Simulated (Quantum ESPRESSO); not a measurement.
# FeO (Wuestite): orders under biaxial strain

Wanted: the trend of the moments of FeO (Wuestite) with biaxial strain.

Program: Quantum ESPRESSO 7.5. Level of theory: PBE with U = 4.5 eV on Fe d (ortho-atomic projectors); plane waves with GBRV 1.5 PBE potentials, no spin-orbit coupling. Results are calculated unless marked as measured.

**1. The structure**

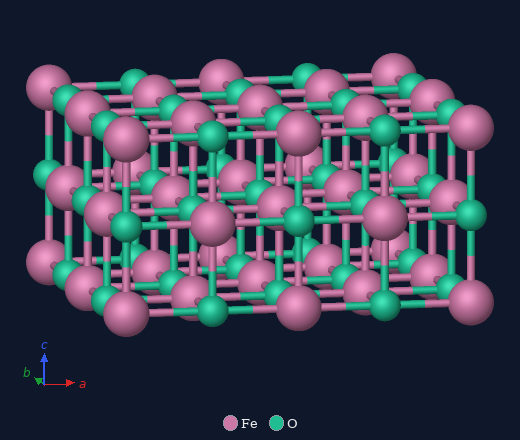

The starting structure, seen slightly off an axis (iron pink, oxygen teal). 2×2×1 cells are drawn. This picture shows the conventional cell, with its axes. Some periodic images of atoms are drawn too.

The cell comes from the Crystallography Open Database.

**2. Biaxial 0.96, ferro +**

Lengths in the Cartesian xy plane scale by the factor; z is kept. Atoms keep their fractional places. Seeded atoms are those given a starting moment.

pw.in reads:

```
&CONTROL
  calculation = 'scf'
  prefix = 'pwscf'
  outdir = './tmp'
  pseudo_dir = './pseudo'
  disk_io = 'nowf'
  tprnfor = .true.
  tstress = .true.
/
&SYSTEM
  ibrav = 0
  nat = 2
  ntyp = 2
  ecutwfc = 40
  ecutrho = 280
  nbnd = 20
  occupations = 'smearing'
  smearing = 'fd'
  degauss = 0.00367493
  nspin = 2
  starting_magnetization(1) = 0.25
  starting_magnetization(2) = 0
/
&ELECTRONS
  conv_thr = 4d-09
  electron_maxstep = 150
  mixing_beta = 0.3
/
ATOMIC_SPECIES
Fe     55.8450 fe_pbe_v1.5.uspp.F.UPF
O      15.9990 o_pbe_v1.2.uspp.F.UPF
CELL_PARAMETERS bohr
   0.0000000000    3.9003947212    4.0629111679
   3.9003947212    0.0000000000    4.0629111679
   3.9003947212    3.9003947212    0.0000000000
ATOMIC_POSITIONS crystal
Fe      0.0000000000    0.0000000000    0.0000000000
O       0.5000000000    0.5000000000    0.5000000000
K_POINTS automatic
8 8 8 0 0 0
HUBBARD {ortho-atomic}
U Fe-3d 4.5000
```

The run is started by

```bash
> OMP_NUM_THREADS=1 mpirun -n 2 pw.x -nk 2 -in pw.in > pw.out
```

What it wrote:

```text
Program PWSCF v.7.5 starts

     Message from routine setup:
     using ibrav=0 with symmetry is DISCOURAGED, use correct ibrav instead

     K-points division:     npool     =       2
     Subspace diagonalization in iterative solution of the eigenvalue problem:

     bravais-lattice index     =            0
     lattice parameter (alat)  =       5.6321  a.u.
     unit-cell volume          =     123.6188 (a.u.)^3
     number of atoms/cell      =            2
     number of atomic types    =            2
     number of electrons       =        22.00
     number of Kohn-Sham states=           20
     kinetic-energy cutoff     =      40.0000  Ry
     charge density cutoff     =     280.0000  Ry
     scf convergence threshold =      4.0E-09
     mixing beta               =       0.3000
     number of iterations used =            8  plain     mixing
     Exchange-correlation= SLA  PW   PBE  PBE
                           (   1   4   3   4   0   0   0)
     Hubbard projectors: ortho-atomic
     Hubbard parameters of DFT+U (Dudarev formulation) in eV:
     U(Fe-3d) =  4.5000

     Internal variables: lda_plus_u =T, lda_plus_u_kind = 0

     Internal variables: orbital_resolved =F, hub_pot_fix =F, apply_U = F

     celldm(1)=   5.632080  celldm(2)=   0.000000  celldm(3)=   0.000000
     celldm(4)=   0.000000  celldm(5)=   0.000000  celldm(6)=   0.000000

     crystal axes: (cart. coord. in units of alat)
               a(1) = (   0.000000   0.692532   0.721387 )
               a(2) = (   0.692532   0.000000   0.721387 )
               a(3) = (   0.692532   0.692532   0.000000 )

     reciprocal axes: (cart. coord. in units 2 pi/alat)
               b(1) = ( -0.721988  0.721988  0.693109 )
               b(2) = (  0.721988 -0.721988  0.693109 )
               b(3) = (  0.721988  0.721988 -0.693109 )

     PseudoPot. # 1 for Fe read from file:
     fe_pbe_v1.5.uspp.F.UPF
     Pseudo is Ultrasoft + core correction, Zval = 16.0

     PseudoPot. # 2 for O  read from file:
     o_pbe_v1.2.uspp.F.UPF
     Pseudo is Ultrasoft + core correction, Zval =  6.0

     atomic species   valence    mass     pseudopotential
     Fe               16.00    55.84500     Fe( 1.00)
     O                 6.00    15.99900     O ( 1.00)

     Starting magnetic structure
     atomic species   magnetization
     Fe              0.250
     O               0.000

     16 Sym. Ops., with inversion, found

   Cartesian axes

     site n.     atom                  positions (alat units)
         1        Fe     tau(   1) = (   0.0000000   0.0000000   0.0000000  )
         2        O      tau(   2) = (   0.6925318   0.6925318   0.7213873  )

     number of k points=    59  Fermi-Dirac smearing, width (Ry)=  0.0037
                       cart. coord. in units 2pi/alat
        k(    1) = (   0.0000000   0.0000000   0.0000000), wk =   0.0019531
        k(    2) = (   0.0902486   0.0902486  -0.0866386), wk =   0.0156250
        k(    3) = (   0.1804971   0.1804971  -0.1732772), wk =   0.0156250
        k(    4) = (   0.2707457   0.2707457  -0.2599159), wk =   0.0156250
        k(    5) = (  -0.3609942  -0.3609942   0.3465545), wk =   0.0078125
        [... 54 further k-points ...]

     Dense  grid:     9713 G-vectors     FFT dimensions: (  30,  30,  30)

     Smooth grid:     4233 G-vectors     FFT dimensions: (  24,  24,  24)

     Check: negative core charge=   -0.000048
     Generating pointlists ...
     new r_m :   0.2857 (alat units)  1.6089 (a.u.) for type    1
     new r_m :   0.2857 (alat units)  1.6089 (a.u.) for type    2

     Initial potential from superposition of free atoms

     starting charge      21.0000, renormalised to      22.0000

     STARTING HUBBARD OCCUPATIONS:

     =================== HUBBARD OCCUPATIONS ===================
     ------------------------ ATOM    1 ------------------------
     Tr[ns(  1)] (up, down, total) =   5.00000  0.00000  5.00000
     Atomic magnetic moment for atom   1 =   5.00000
     [... lines left out ...]
     Number of occupied Hubbard levels =    5.0000

     Atomic wfc used for Hubbard projectors are orthogonalized

     Starting wfcs are   17 randomized atomic wfcs +    3 random wfcs

     Self-consistent Calculation

     iteration #  1     ecut=    40.00 Ry     beta= 0.30
     Davidson diagonalization with overlap
     ethr =  1.00E-02,  avg # of iterations =  5.1

     =================== HUBBARD OCCUPATIONS ===================
     ------------------------ ATOM    1 ------------------------
     Tr[ns(  1)] (up, down, total) =   4.86183  0.74533  5.60717
     Atomic magnetic moment for atom   1 =   4.11650
     [... lines left out ...]
     Number of occupied Hubbard levels =    5.6072

     total energy              =    -282.25710928 Ry
     estimated scf accuracy    <       0.73245711 Ry

     total magnetization       =     4.23 Bohr mag/cell
     absolute magnetization    =     4.25 Bohr mag/cell

     iteration #  2     ecut=    40.00 Ry     beta= 0.30
     Davidson diagonalization with overlap
     ethr =  3.33E-03,  avg # of iterations =  1.8

     total energy              =    -282.44647910 Ry
     estimated scf accuracy    <       0.07143048 Ry

     total magnetization       =     4.00 Bohr mag/cell
     absolute magnetization    =     4.01 Bohr mag/cell

     [... further iterations left out ...]

     iteration # 19     ecut=    40.00 Ry     beta= 0.30
     Davidson diagonalization with overlap
     ethr =  3.34E-11,  avg # of iterations =  2.0

     total energy              =    -282.46441604 Ry
     estimated scf accuracy    <       0.00000001 Ry

     total magnetization       =     4.00 Bohr mag/cell
     absolute magnetization    =     4.04 Bohr mag/cell

     iteration # 20     ecut=    40.00 Ry     beta= 0.30
     Davidson diagonalization with overlap
     ethr =  3.34E-11,  avg # of iterations =  1.7

     Magnetic moment per site  (integrated on atomic sphere of radius R)
     atom   1 (R=0.286)  charge= 13.3593  magn=  3.5216
     atom   2 (R=0.286)  charge=  5.7337  magn=  0.2523

     End of self-consistent calculation

     =================== HUBBARD OCCUPATIONS ===================
     ------------------------ ATOM    1 ------------------------
     Tr[ns(  1)] (up, down, total) =   4.94947  1.19873  6.14820
     Atomic magnetic moment for atom   1 =   3.75074
     [... lines left out ...]
     Number of occupied Hubbard levels =    6.1482

     Number of k-points >= 100: set verbosity='high' to print the bands.

     the Fermi energy is    16.8976 ev

!    total energy              =    -282.46441605 Ry
     estimated scf accuracy    <          1.1E-09 Ry
     smearing contrib. (-TS)   =      -0.00077661 Ry
     internal energy E=F+TS    =    -282.46363943 Ry

     The total energy is F=E-TS. E is the sum of the following terms:
     one-electron contribution =    -127.57733034 Ry
     hartree contribution      =      77.44202677 Ry
     xc contribution           =     -36.79593918 Ry
     ewald contribution        =    -195.68071659 Ry
     Hubbard energy            =       0.14831991 Ry

     total magnetization       =     4.00 Bohr mag/cell
     absolute magnetization    =     4.04 Bohr mag/cell

     convergence has been achieved in  20 iterations

     Forces acting on atoms (cartesian axes, Ry/au):

     atom    1 type  1   force =     0.00000000    0.00000000    0.00000000
     atom    2 type  2   force =     0.00000000    0.00000000    0.00000000

     Total force =     0.000000     Total SCF correction =     0.000000

     Computing stress (Cartesian axis) and pressure

          total   stress  (Ry/bohr**3)                   (kbar)     P=      256.09
   0.00202007   0.00000000   0.00000000          297.16        0.00        0.00
   0.00000000   0.00202007  -0.00000000            0.00      297.16       -0.00
   0.00000000  -0.00000000   0.00118243            0.00       -0.00      173.94

=------------------------------------------------------------------------------=
   JOB DONE.
=------------------------------------------------------------------------------=
```

Elapsed: 13 s, on 2 MPI ranks of Intel Xeon 6975P-C (Granite Rapids), shared host; peak memory 0.18 GiB; 25 s of CPU time.

Spin moment in the atom's sphere by atom:

```csv
atom,spin moment in the atom's sphere (μB)
Fe1,3.52
O2,0.25
```

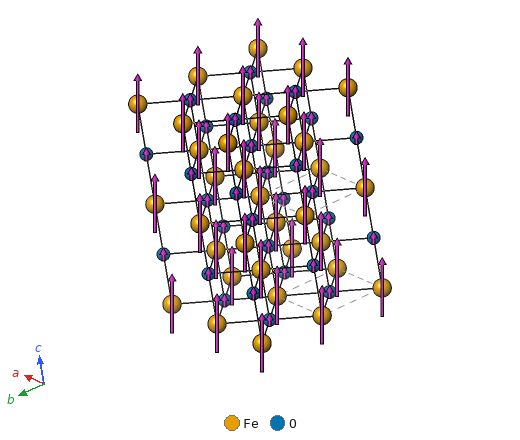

Spin moment in the atom's sphere as arrows, the longest 3.52 μB. Up and down stand for the sign. Arrows give size and sign along the axis of quantisation, drawn up and down the page. Each arrow also spans its atom, so small moments look longer than they are. 2×2×2 conventional cells are drawn. Some periodic images of atoms are drawn too.

Numbers from this step:

| Item | Value |
| --- | --- |
| smearing term TS | 0.01057 eV |
| pressure | 25.61 GPa |
| magnetization | 4.002 μB |
| absolute magnetization | 4.042 μB |
| final state | ferromagnetic |

**3. Biaxial 0.96, antiferro q=(0,0,1/2) +-**

The wavevector q is in fractions of the reciprocal vectors of the crystal's primitive cell, as the cells of these inputs are built from it; moments change sign between cells as cos(2π q·R).

pw.in reads:

```
&CONTROL
  calculation = 'scf'
  prefix = 'pwscf'
  outdir = './tmp'
  pseudo_dir = './pseudo'
  disk_io = 'nowf'
  tprnfor = .true.
  tstress = .true.
/
&SYSTEM
  ibrav = 0
  nat = 4
  ntyp = 3
  ecutwfc = 40
  ecutrho = 280
  nbnd = 31
  occupations = 'smearing'
  smearing = 'fd'
  degauss = 0.00367493
  nspin = 2
  starting_magnetization(1) = 0.25
  starting_magnetization(2) = -0.25
  starting_magnetization(3) = 0
/
&ELECTRONS
  conv_thr = 8d-09
  electron_maxstep = 150
  mixing_beta = 0.3
/
ATOMIC_SPECIES
Fe1    55.8450 fe_pbe_v1.5.uspp.F.UPF
Fe2    55.8450 fe_pbe_v1.5.uspp.F.UPF
O      15.9990 o_pbe_v1.2.uspp.F.UPF
CELL_PARAMETERS bohr
   0.0000000000    3.9003947212    4.0629111679
   3.9003947212    0.0000000000    4.0629111679
   7.8007894425    7.8007894425    0.0000000000
ATOMIC_POSITIONS crystal
Fe1     0.0000000000    0.0000000000    0.0000000000
Fe2     0.0000000000    0.0000000000    0.5000000000
O       0.5000000000    0.5000000000    0.2500000000
O       0.5000000000    0.5000000000    0.7500000000
K_POINTS automatic
8 8 4 0 0 0
HUBBARD {ortho-atomic}
U Fe1-3d 4.5000
U Fe2-3d 4.5000
```

What it wrote:

```text
     [... lines left out ...]
Program PWSCF v.7.5 starts
     [... lines left out ...]
     number of atoms/cell      =            4
     [... lines left out ...]
     number of electrons       =        44.00
     number of Kohn-Sham states=           31
     kinetic-energy cutoff     =      40.0000  Ry
     charge density cutoff     =     280.0000  Ry
     scf convergence threshold =      8.0E-09
     [... lines left out ...]
      4 Sym. Ops., with inversion, found
     [... lines left out ...]
     number of k points=    78  Fermi-Dirac smearing, width (Ry)=  0.0037
     [... lines left out ...]
     iteration # 47     ecut=    40.00 Ry     beta= 0.30
     [... lines left out ...]
     Magnetic moment per site  (integrated on atomic sphere of radius R)
     atom   1 (R=0.286)  charge= 13.3881  magn=  3.4181
     atom   2 (R=0.286)  charge= 13.3881  magn= -3.4181
     atom   3 (R=0.286)  charge=  5.7299  magn= -0.0000
     atom   4 (R=0.286)  charge=  5.7299  magn= -0.0000
     [... lines left out ...]
     Tr[ns(  1)] (up, down, total) =   4.93107  1.24437  6.17544
     [... lines left out ...]
     Tr[ns(  2)] (up, down, total) =   1.24437  4.93107  6.17544
     [... lines left out ...]
     the Fermi energy is    16.3751 ev
!    total energy              =    -564.93279099 Ry
     estimated scf accuracy    <          5.3E-09 Ry
     smearing contrib. (-TS)   =      -0.00157910 Ry
     [... lines left out ...]
     total magnetization       =    -0.00 Bohr mag/cell
     absolute magnetization    =     7.48 Bohr mag/cell
     convergence has been achieved in  47 iterations
     [... lines left out ...]
     Total force =     0.000007     Total SCF correction =     0.000038
     [... lines left out ...]
          total   stress  (Ry/bohr**3)                   (kbar)     P=      288.37
     [... lines left out ...]
```

Wall time 98 s (2 MPI ranks); peak memory 0.31 GiB.

Spin moment in the atom's sphere by atom:

```csv
atom,spin moment in the atom's sphere (μB)
Fe1,3.42
Fe2,-3.42
O3,0.00
O4,0.00
```

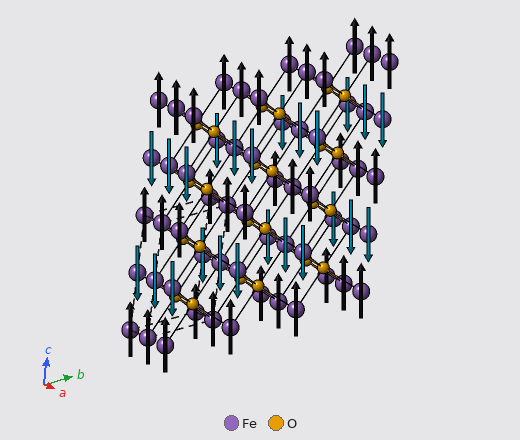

Spin moment in the atom's sphere as arrows, the longest 3.42 μB. Up and down stand for the sign. Arrows give size and sign along the axis of quantisation, drawn up and down the page. The two directions have two colours. Bonds to atoms that aren't drawn are left out. 2×3×2 cells are drawn. Some periodic images of atoms are drawn too.

Read from the output:

```
smearing term TS       : 0.02148 eV
pressure               : 28.84 GPa
magnetization          : 0 μB
absolute magnetization : 7.481 μB
final state            : antiferromagnetic
```

**4. Biaxial 0.96, no spin polarisation**

pw.in reads:

```
&CONTROL
  calculation = 'scf'
  prefix = 'pwscf'
  outdir = './tmp'
  pseudo_dir = './pseudo'
  disk_io = 'nowf'
  tprnfor = .true.
  tstress = .true.
/
&SYSTEM
  ibrav = 0
  nat = 2
  ntyp = 2
  ecutwfc = 40
  ecutrho = 280
  nbnd = 18
  occupations = 'smearing'
  smearing = 'fd'
  degauss = 0.00367493
/
&ELECTRONS
  conv_thr = 4d-09
  electron_maxstep = 150
  mixing_beta = 0.3
/
ATOMIC_SPECIES
Fe     55.8450 fe_pbe_v1.5.uspp.F.UPF
O      15.9990 o_pbe_v1.2.uspp.F.UPF
CELL_PARAMETERS bohr
   0.0000000000    3.9003947212    4.0629111679
   3.9003947212    0.0000000000    4.0629111679
   3.9003947212    3.9003947212    0.0000000000
ATOMIC_POSITIONS crystal
Fe      0.0000000000    0.0000000000    0.0000000000
O       0.5000000000    0.5000000000    0.5000000000
K_POINTS automatic
8 8 8 0 0 0
HUBBARD {ortho-atomic}
U Fe-3d 4.5000
```

What it wrote:

```text
     [... lines left out ...]
Program PWSCF v.7.5 starts
     [... lines left out ...]
     number of atoms/cell      =            2
     [... lines left out ...]
     number of electrons       =        22.00
     number of Kohn-Sham states=           18
     kinetic-energy cutoff     =      40.0000  Ry
     charge density cutoff     =     280.0000  Ry
     scf convergence threshold =      4.0E-09
     [... lines left out ...]
     16 Sym. Ops., with inversion, found
     [... lines left out ...]
     number of k points=    59  Fermi-Dirac smearing, width (Ry)=  0.0037
     [... lines left out ...]
     iteration # 10     ecut=    40.00 Ry     beta= 0.30
     [... lines left out ...]
     Tr[ns(  1)] =   6.36484
     [... lines left out ...]
     the Fermi energy is    14.7850 ev
!    total energy              =    -282.40216890 Ry
     estimated scf accuracy    <          3.7E-09 Ry
     smearing contrib. (-TS)   =      -0.00000000 Ry
     [... lines left out ...]
     convergence has been achieved in  10 iterations
     [... lines left out ...]
     Total force =     0.000000     Total SCF correction =     0.000000
     [... lines left out ...]
          total   stress  (Ry/bohr**3)                   (kbar)     P=      -17.44
     [... lines left out ...]
```

The job ended after 4.2 s (2 MPI ranks; peak memory 0.16 GiB).

Numbers from this step:

```yaml
smearing_term_ts: 3.85e-11 eV
pressure: -1.744 GPa
final_state: non-magnetic (no spin polarisation)
```

[end of part 1 of 2]

[Logs and program files are shortened in this print: banners, set-up blocks, solver, clock and traceback lines can be left out without a mark of their own.]

[Logs are printed without paths, hosts, clocks, repeated set-up lines and the standing remarks that a program may print on its own settings, such as how far it seeks lower states.]

[Hosts, paths, dates, database ids (printed as entryN), source tags and the programs' standing remarks are cut or masked in the printed files.]

[Where a cell is said to come from a database of computed structures, the database is the Materials Project.]
